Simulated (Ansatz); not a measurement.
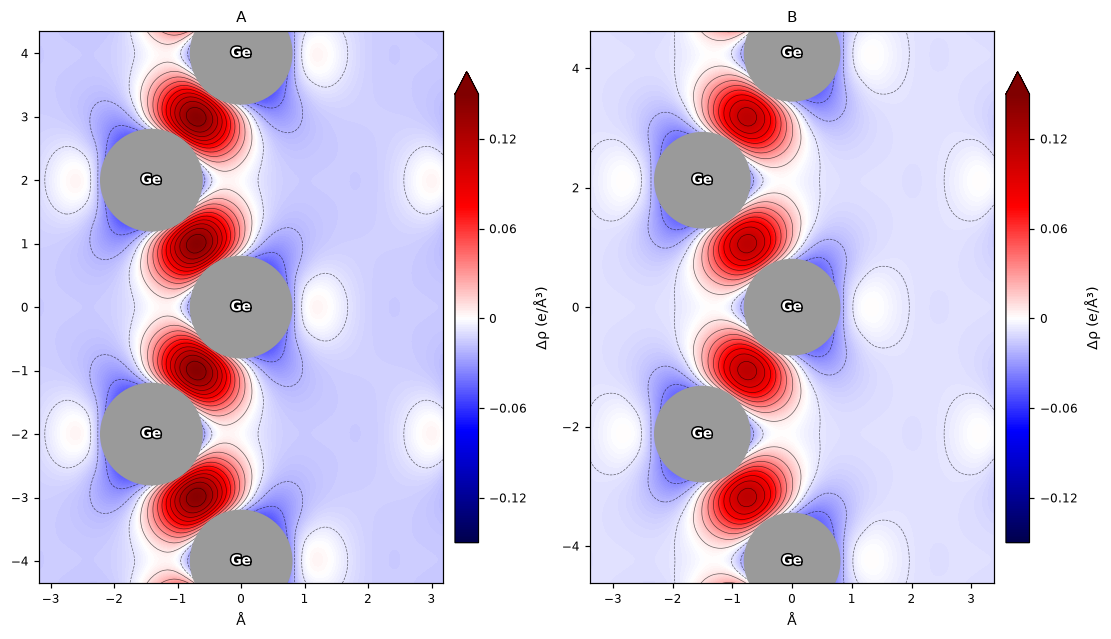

Ge: deformation density on the (101) plane of the conventional cell at two volumes, with the same fractional coordinates and one colour scale. Grey discs cover the cores.

Space group Fd-3m.

Theory: Ansatz, DFT PBEsol, scalar-relativistic, plane waves, PAW.

**How do the two volumes compare, and how does the bonding charge respond?**

B is the larger cell: B has 120 % of the volume of A.
- From A to B, Ge–Ge goes from 2.45 to 2.60 Å, and Δρ at its midpoint from +0.14 to +0.11 e/Å³.
- The pressure is 0.6 GPa in A and −7.6 GPa in B.
- The rearranged charge is 0.25 e an atom in A and 0.22 e in B.

Run times: 11 s (base cell) and 11 s (scaled cell), on 2 threads of AMD EPYC 7R43 64-Core Processor (Zen 3), with other jobs on the host.
